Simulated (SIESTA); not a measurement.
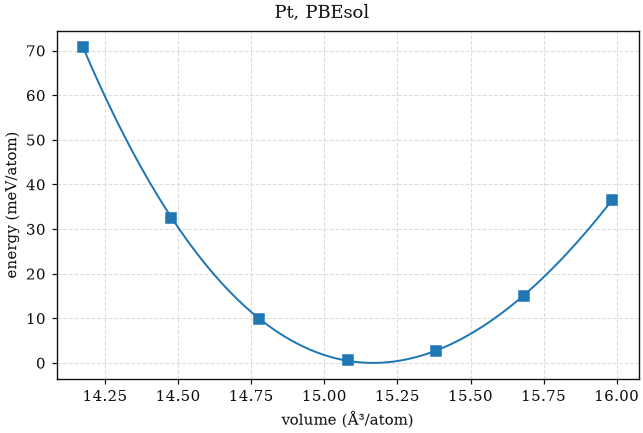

Plotted: energy against volume for Pt, space group Fm-3m (No. 225).

The given structure:
```xyz
1
Lattice="0.0000 1.9609 1.9609 1.9609 0.0000 1.9609 1.9609 1.9609 0.0000" Properties=species:S:1:pos:R:3 pbc="T T T"
Pt    0.0000    0.0000    0.0000
```

Computed with SIESTA 5.4.2: DFT in numerical atomic orbitals with pseudopotentials, no spin polarisation; energies at scaled volumes of the given cell, shape and fractions fixed, counted from the fit's minimum, third-order Birch-Murnaghan fit. Level: PBEsol.

```json
{"setting": "k mesh", "value": "12×12×12"}
{"setting": "occupations", "value": "Fermi–Dirac"}
{"setting": "smearing width", "value": "0.05 eV"}
{"setting": "potentials", "value": "PseudoDojo 0.4 standard, converted to PSML, two zetas on semicore shells"}
{"setting": "program settings", "value": "basis DZP, mesh cutoff 800 Ry"}
```

From this curve and the settings, what does the calculation give for the pressure at the same points?

The pressure falls from 24.55 GPa at volume 14.18 Å³/atom to −13.68 GPa at 15.98 Å³/atom, and changes sign near 15.18 Å³/atom.

```csv
volume (Å³/atom),pressure (GPa)
14.18,24.55
14.48,16.08
14.78,8.19
15.08,1.79
15.38,-3.83
15.68,-9.11
15.98,-13.68
```

Keep in mind: mulliken charges of long orbitals; short basis over semicore shells; spin-orbit coupling left out, heavy elements.
